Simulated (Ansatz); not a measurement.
# Two runs on I

System: I (1 atom in the cell).
Method of run A: Kohn-Sham DFT of a periodic cell, PBE, all-electron LAPW, scalar-relativistic, no spin polarisation (Ansatz 0.2.0).

The structure derives from a Materials Project entry. Text and figures count atoms from 1; the logs count them from 0 in places.

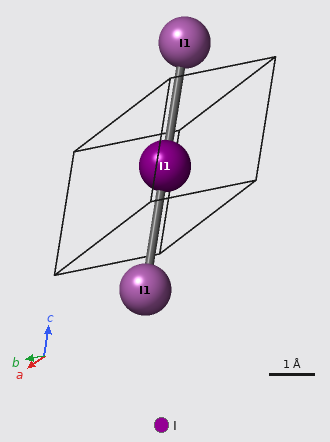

Fig. 1: The structure (ball-and-stick view of the cell of the calculation, seen at an oblique angle; neighbours outside the cell are drawn fainter; atoms are numbered from 1 in the order of the input). Near neighbours in the crystal (not all of them lie inside the picture): I has 2 I at 2.82 Å.

## Input file, run A
```yaml
crystal:
  lattice:
    - [2.4865290481, -3.630958298, 0.0]
    - [2.4865290481, 3.630958298, 0.0]
    - [-1.5877864743, 0.0, 2.3324903252]
  atoms:
    - { symbol: I, position: [0.5, 0.5, 0.5] }
kpoints:
  mp_grid: { grid: [7, 7, 11] }
scf:
  occupations: { method: fermi_dirac, width: 0.05 }
hamiltonian:
  xc: pbe
  pseudopotentials: { kind: all_electron, lapw: { basis_error: 0.0005 } }
output:
  forces: true
  stress: true
  eigenvalues: true
```

Command:
```bash
ansatz run input.yaml --threads 1 --pin off --max-ram 3072MiB --backend cpu --events-out ev --progress --plain --runs-dir out
```

Hardware: 1 thread of AMD EPYC (Zen 5), 16 GiB of memory available, shared host.

## Output, shortened to warnings, some set-up lines, iterations and results (run A)
```
Basis set: ecut = 258.0131502428057 eV, 399 PW (Γ), exchange–correlation at level 2
Symmetry: 4 space group operations
k-points: 156 of 539
Initial density: superposition of atomic densities (chi_scale 0.1, normalization cell)
[...]
SCF iter   1: F=—  HF=-193641.792299 eV  |F-HF|=—  |Δ(HF+E_count)|=         —  Δρ=1.38e-2  dr2=1.12e-1  ethr=4.53e-4  ⟨swp⟩=2.8  Hψ=17529  notcnv=0
SCF iter   2: F=—  HF=-193641.745543 eV  |F-HF|=—  |Δ(HF+E_count)|=   4.68e-2  Δρ=8.41e-3  dr2=4.59e-2  ethr=4.48e-4  ⟨swp⟩=2.1  Hψ=7963  notcnv=0
SCF iter   3: F=—  HF=-193641.723599 eV  |F-HF|=—  |Δ(HF+E_count)|=   2.19e-2  Δρ=6.52e-4  dr2=1.59e-4  ethr=6.39e-7  ⟨swp⟩=2.4  Hψ=13713  notcnv=0
SCF iter   4: F=—  HF=-193641.724468 eV  |F-HF|=—  |Δ(HF+E_count)|=         —  Δρ=1.22e-4  dr2=7.60e-6  ethr=6.36e-7  ⟨swp⟩=3.0  Hψ=7710  notcnv=0
SCF iter   5: F=—  HF=-193641.724446 eV  |F-HF|=—  |Δ(HF+E_count)|=   2.18e-5  Δρ=4.20e-5  dr2=7.86e-7  ethr=3.04e-8  ⟨swp⟩=3.0  Hψ=7554  notcnv=0
SCF iter   6: F=—  HF=-193641.724446 eV  |F-HF|=—  |Δ(HF+E_count)|=   4.18e-7  Δρ=6.36e-6  dr2=3.52e-8  ethr=3.14e-9  ⟨swp⟩=3.0  Hψ=7710  notcnv=0
SCF iter   7: F=-193641.724446 eV  HF=-193641.724446 eV  |F-HF|=4.74e-9  |Δ(HF+E_count)|=   1.06e-7  Δρ=2.38e-6  dr2=2.79e-9  ethr=1.41e-10  ⟨swp⟩=2.2  Hψ=7329  notcnv=0
SCF 1 converged in 7 iterations: F = -193641.724446 eV  dr2 = 2.79e-9
SCF converged after 7 iterations
Free energy (F): -193641.724446 eV
Harris-Foulkes:  -193641.724446 eV  (|F-HF|=4.74e-9)
Internal energy: -193641.720984 eV  (E = F + TS)
E sigma→0 (E₀):  -193641.722715 eV
Entropy (-TS):   -0.003463 eV (-3.463 meV/atom)
Fermi energy:    6.753682 eV
--- Per-component energies (eV) ---
  E_band       = -1400.616434
  E_kinetic    = 204945.792833
  E_xc         = -4940.191176
  E_electrostatic = -393647.322640  (all electrons and nuclei)
  E_smearing   = -0.003463  (= −TS)
  E_closure    = 0.000000  (closes the sum)
  E_atoms      = -193640.378522  (free atoms, spherical and without spin; not in F)
  Σ components = -193641.724446   (vs F -193641.724446, Δ=0.00e0)
  Basis errors (estimates in eV, not in F): energy 3.2e-4 per atom: plane waves 3.0e-4 (1.6e-4 summed), levels above the bands 2.8e-89, relativity 3.0e-8, radial functions 1.8e-5, core shells 2.3e-9; eigenvalues (radial functions only) 9.2e-7; not estimated: angular momenta, meshes, grids; target …
--- Forces (eV/Å), atoms counted from 1 ---
  atom   1  I      0.00000000     0.00000000     0.00000000
  max |Σ_I F_I| component: 0.00e0 eV/Å
--- Stress (GPa, compression-positive) ---
        2.781321       0.000000      -2.587067
        0.000000       1.144342       0.000000
       -2.587067       0.000000       4.733653
  P = ⅓ Tr σ = 2.8864 GPa (28.864 kbar)
```

The input of run B differs as follows (lines with − go, lines with + come):
```diff
-    - [2.4865290481, -3.630958298, 0.0]
-    - [2.4865290481, 3.630958298, 0.0]
-    - [-1.5877864743, 0.0, 2.3324903252]
+    - [2.504040393, -3.6565292694, 0.0]
+    - [2.504040393, 3.6565292694, 0.0]
+    - [-1.5989684376, 0.0, 2.3489168547]
```

Predict how the results change.

With the same functional and potentials, run B lies 14.3 meV per atom lower. The pressure goes from 2.89 to 2.23 GPa. The volume per atom goes from 42.12 to 43.01 Å³. The cell is scaled evenly with the atoms at fixed fractional positions, so −ΔP/Δ ln V estimates the bulk modulus midway between the two volumes: about 31 GPa. The number of SCF iterations is the same.

## Output, shortened to warnings, some set-up lines, iterations and results (run B)
```
Basis set: ecut = 253.10790696056674 eV, 399 PW (Γ), exchange–correlation at level 2
Symmetry: 4 space group operations
k-points: 156 of 539
Initial density: superposition of atomic densities (chi_scale 0.1, normalization cell)
[...]
SCF iter   1: F=—  HF=-193641.809233 eV  |F-HF|=—  |Δ(HF+E_count)|=         —  Δρ=1.37e-2  dr2=1.15e-1  ethr=4.65e-4  ⟨swp⟩=2.7  Hψ=17510  notcnv=0
SCF iter   2: F=—  HF=-193641.760547 eV  |F-HF|=—  |Δ(HF+E_count)|=   4.87e-2  Δρ=8.37e-3  dr2=4.71e-2  ethr=4.59e-4  ⟨swp⟩=2.1  Hψ=7964  notcnv=0
SCF iter   3: F=—  HF=-193641.737844 eV  |F-HF|=—  |Δ(HF+E_count)|=   2.27e-2  Δρ=6.60e-4  dr2=1.61e-4  ethr=6.48e-7  ⟨swp⟩=2.3  Hψ=13723  notcnv=0
SCF iter   4: F=—  HF=-193641.738736 eV  |F-HF|=—  |Δ(HF+E_count)|=         —  Δρ=1.40e-4  dr2=1.11e-5  ethr=6.46e-7  ⟨swp⟩=3.0  Hψ=7712  notcnv=0
SCF iter   5: F=—  HF=-193641.738712 eV  |F-HF|=—  |Δ(HF+E_count)|=   2.36e-5  Δρ=4.82e-5  dr2=1.13e-6  ethr=4.43e-8  ⟨swp⟩=2.9  Hψ=7487  notcnv=0
SCF iter   6: F=—  HF=-193641.738712 eV  |F-HF|=—  |Δ(HF+E_count)|=   3.83e-7  Δρ=8.59e-6  dr2=6.45e-8  ethr=4.51e-9  ⟨swp⟩=3.0  Hψ=7709  notcnv=0
SCF iter   7: F=-193641.738712 eV  HF=-193641.738712 eV  |F-HF|=7.86e-9  |Δ(HF+E_count)|=   1.64e-7  Δρ=3.35e-6  dr2=6.29e-9  ethr=2.58e-10  ⟨swp⟩=2.1  Hψ=7301  notcnv=0
SCF 1 converged in 7 iterations: F = -193641.738712 eV  dr2 = 6.29e-9
SCF converged after 7 iterations
Free energy (F): -193641.738712 eV
Harris-Foulkes:  -193641.738712 eV  (|F-HF|=7.86e-9)
Internal energy: -193641.734776 eV  (E = F + TS)
E sigma→0 (E₀):  -193641.736744 eV
Entropy (-TS):   -0.003936 eV (-3.936 meV/atom)
Fermi energy:    6.439858 eV
--- Per-component energies (eV) ---
  E_band       = -1407.000680
  E_kinetic    = 204945.339445
  E_xc         = -4940.079785
  E_electrostatic = -393646.994435  (all electrons and nuclei)
  E_smearing   = -0.003936  (= −TS)
  E_closure    = 0.000000  (closes the sum)
  E_atoms      = -193640.378522  (free atoms, spherical and without spin; not in F)
  Σ components = -193641.738712   (vs F -193641.738712, Δ=0.00e0)
  Basis errors (estimates in eV, not in F): energy 3.2e-4 per atom: plane waves 3.0e-4 (1.6e-4 summed), levels above the bands 2.0e-89, relativity 3.5e-8, radial functions 1.9e-5, core shells 2.2e-9; eigenvalues (radial functions only) 9.0e-7; not estimated: angular momenta, meshes, grids; target …
--- Forces (eV/Å), atoms counted from 1 ---
  atom   1  I     -0.00000000     0.00000000     0.00000000
  max |Σ_I F_I| component: 1.97e-31 eV/Å
--- Stress (GPa, compression-positive) ---
        2.130526       0.000000      -1.899882
        0.000000       1.015455      -0.000000
       -1.899882      -0.000000       3.546586
  P = ⅓ Tr σ = 2.2309 GPa (22.309 kbar)
```

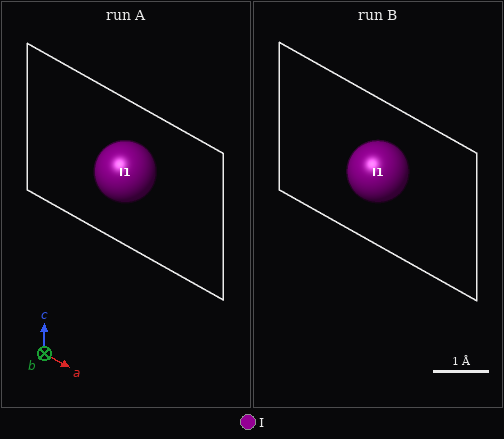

Fig. 2: The two input geometries at one scale (ball-and-stick view of the cell of the calculation, along the b axis). The atoms keep their places relative to the cell (all moves are under 0.005 Å). Cell: a = b 4.401 → 4.432 Å (+0.7 %), c 2.822 → 2.841 Å (+0.7 %). Volume +2.1 %. Among the contacts that change: I1–I1 2.822 → 2.841 Å.

## The two runs side by side

| quantity | run A | run B |
| --- | --- | --- |
| outcome | converged | converged |
| free energy per atom (eV) | −193641.7244 | −193641.7387 |
| energy per atom, smearing taken to zero (eV) | −193641.7227 | −193641.7367 |
| gap on the mesh (eV) | 0.00 | 0.00 |
| pressure (GPa) | 2.89 | 2.23 |
| volume per atom (Å³) | 42.12 | 43.01 |
| largest force (eV/Å) | 0.000 | 0.000 |
| SCF iterations | 7 | 7 |
| irreducible k-points | 156 | 156 |
| plane waves at Γ | 399 | 399 |
| wall time (shared host) | 5.8 s | 5.7 s |

For both runs: The cell holds an odd number of electrons but the run has no spin polarisation, so it comes out as a metal.
